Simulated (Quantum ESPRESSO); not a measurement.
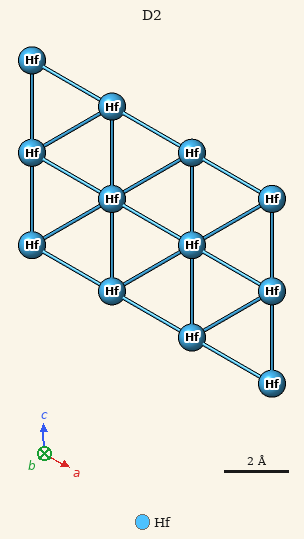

Crystalline Hf (set up in Im-3m), relaxed (cell and atoms) with several dispersion corrections. The picture shows the result with D2. Style: ball-and-stick. Shown: the cell of the calculation, repeated 3 × 1 × 2 with one cell outlined, along the b axis.

Computed with Quantum ESPRESSO 7.5: PBE, PseudoDojo 0.4.1 SR PBE standard. Settings: plane-wave cutoff 789.1 eV; k-point mesh 10 × 10 × 10; occupations fermi-dirac; smearing width 0.05 eV; optimiser LBFGS; no spin polarisation.

```tsv
dispersion correction	volume (Å³/atom)	a (Å)
D3M(BJ)	?	?
D2	22.273	3.070
D3	21.619	3.040
none	22.335	3.073
D3(BJ)	21.719	3.044
D4	21.986	3.057
```

Estimate the missing row from the others, and compare with the calculation.

Answer. With D3M(BJ) the volume is the smallest of the series, below D3 (21.619). The calculation gives 17.653 Å³/atom (a = 2.841 Å). In order of volume: D3M(BJ) < D3 < D3(BJ) < D4 < D2 < none; the spread is 26.5 %.

Each member starts from this one structure; whether another phase lies lower wasn't checked.
